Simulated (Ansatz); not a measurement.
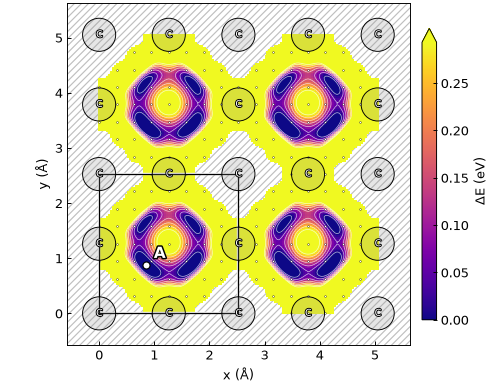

C (Fd-3m phase) with one H guest (13 atoms in the cell, cell charge +1). A guest moved over a lattice plane through the rigid host; the plane is (0 0 1) of the conventional cell, through C2. Places are given modulo a cell vector. The map is drawn in real space over the plane of the scan. Nothing is relaxed (host rigid, guest held in the plane). The grid has 8 × 8 points; 48 points were computed and 3 follow by symmetry. At 13 points there is no value (left out of the scan, as a rule where atoms come close). All energies are given in eV per cell relative to the lowest grid point. The cell is charged on a uniform background, without a charge correction. The calculation used DFT PBE, scalar-relativistic, plane waves, PAW (Ansatz). Settings: cutoff 420 eV, k-mesh 6×6×6, gaussian smearing 0.05 eV, no spin polarisation.

Drawn: a smooth colour map with a few white contour lines, dots at the grid points, labelled circles for the fixed atoms within 1 Å of the plane, the outline of one cell of the 2 × 2 shown, one colour for all values above the top of the scale, hatched blanks where no value was computed, the point A. Between grid points the surface is interpolated.

Q: Find the lowest pass out of the well at A.

A: The easiest path leads from the well at about (0.33, 0.35) of the cell vectors to the well at about (0.32, 0.64) of the cell vectors, about 0.064 eV higher. Its highest point lies about 0.16 eV above the bottom of the first well on the interpolated surface, at about (0.29, 0.51) of the cell vectors. Seen from the upper well the barrier is about 0.095 eV. This is the barrier on the constrained surface; relaxing the other coordinates would change it.

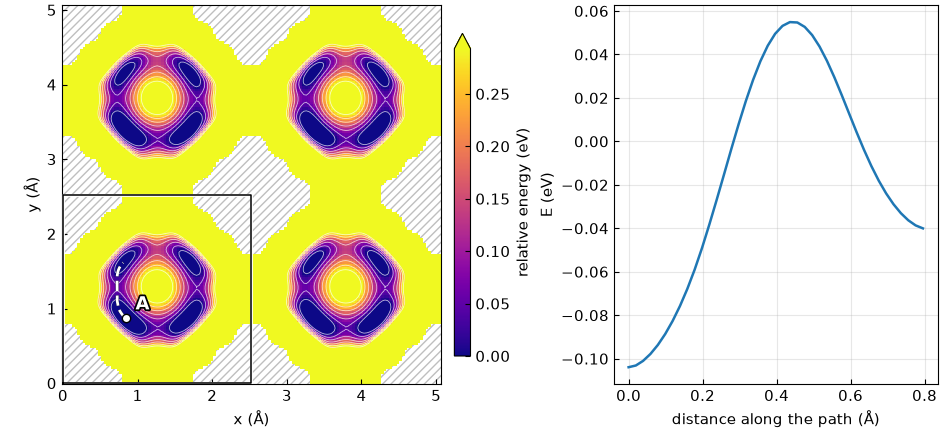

The picture shows a smooth colour map with a few white contour lines, a line along the lowest path, the outline of one cell of the 2 × 2 shown, one colour for all values above the top of the scale, hatched blanks where no value was computed, the energy along the path at the right. Between grid points the surface is interpolated.

PAW datasets: the set soft_1.
